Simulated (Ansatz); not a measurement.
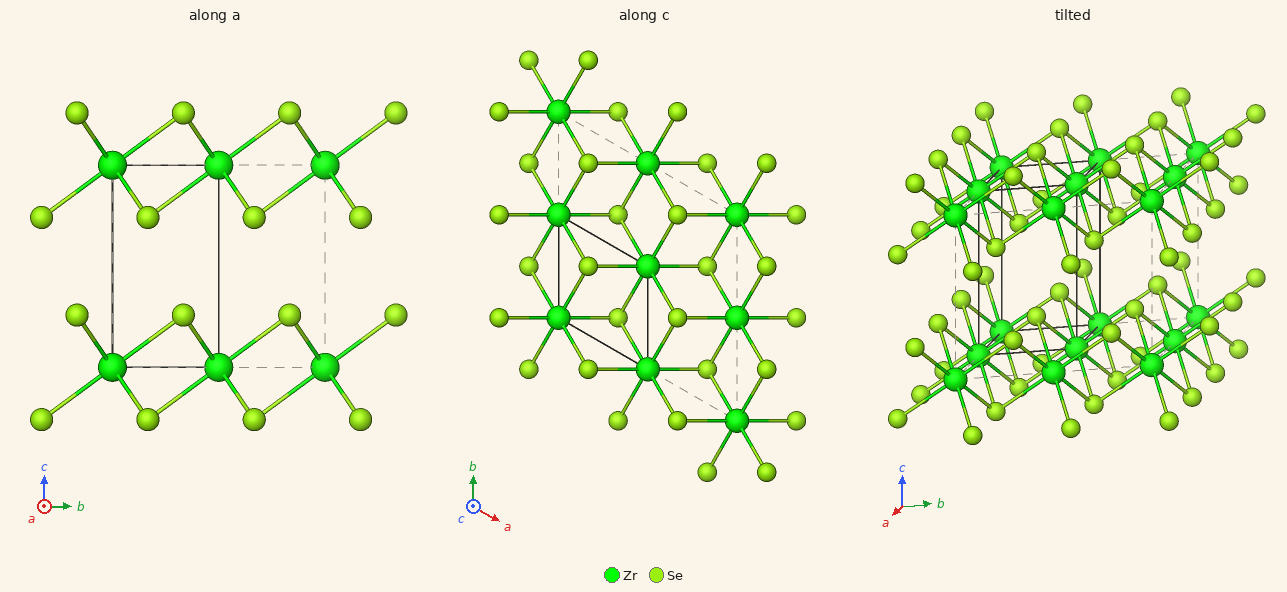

The structure above is drawn in ball-and-stick style and viewed along the a axis, along the c axis and slightly off an axis. The conventional unit cell (solid box) is repeated to 2×2×1 cells. A few atoms beyond the faces are included. Cell: a = 3.729 Å, b = 3.729 Å, c = 6.141 Å, α = 90.00°, β = 90.00°, γ = 120.00°.

Characterise what is shown.

- Its composition is ZrSe₂.
- Its lattice is primitive hexagonal, its space group P-3m1 (No. 164).
- Its structure type: cadmium iodide (CdI₂, 1T) type.
- One cell contains 1 Zr, 2 Se, 3 atoms in all.
- The neighbours of Zr are six Se in an octahedral arrangement at about 2.7 Å. Se is coordinated by three Zr in a trigonal pyramidal arrangement at about 2.7 Å. Not all metal-metal contacts are counted.
- The bonds build ZrSe2 layers parallel to (001).

It goes back to a structure listed in the Materials Project, with elements exchanged, so it need not be a known form of the compound. Earlier steps of the study may have refined or changed the cell and positions. An electronic-structure calculation with Ansatz was run on it.
